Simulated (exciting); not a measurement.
The Ca L₂,₃ edge of atom 1 in CaO (Lime), space group Fm-3m, with 6 O at 2.41 Å (octahedral, site symmetry m-3m), was computed at 4 levels: exchange and screened direct term (singlet BSE), exchange term alone (RPA), independent particles and screened direct term alone. Common settings: exciting, all-electron LAPW+lo, LDA, spinor conduction states, 2×2×2 shifted k points, 22 conduction spinor bands, |G+q| up to 4.5 bohr⁻¹ (5.5 in the exchange term), full RPA screening with nempty = 37, Lorentzian half width 0.25 eV.

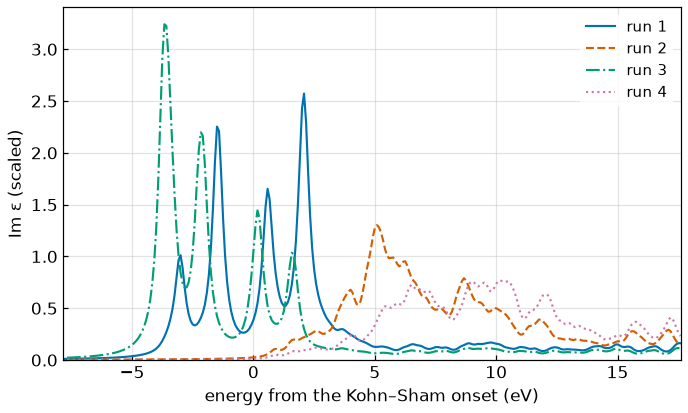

Energy from the Kohn–Sham onset, core level to the lowest empty state found on the meshes used; all runs on one relative scale.

Which run is which, and why?

Run 1: exchange and screened direct term (singlet BSE); highest local maximum in the window at 2.1 eV. Run 2: independent particles; highest local maximum in the window at 5.1 eV. Run 3: screened direct term alone; highest local maximum in the window at -3.7 eV. Run 4: exchange term alone (RPA); highest local maximum in the window at 10.2 eV. The attractive direct term pulls weight down: the curves pass 0.39 at -3.4, 3.4, -4.3 and 5.2 eV in the order of the runs. Exchange is repulsive: the centre of weight of the curve lies at 2.3 eV with it and at -0.1 eV without it. In the runs without the direct term the fine structure is partly noise of the 8-point mesh. Exchange alone moves the bare spectrum by 53 % r.m.s., towards higher energy.

[Hosts, paths, dates, database ids (printed as entryN), source tags and the programs' standing remarks are cut or masked in the printed files.]
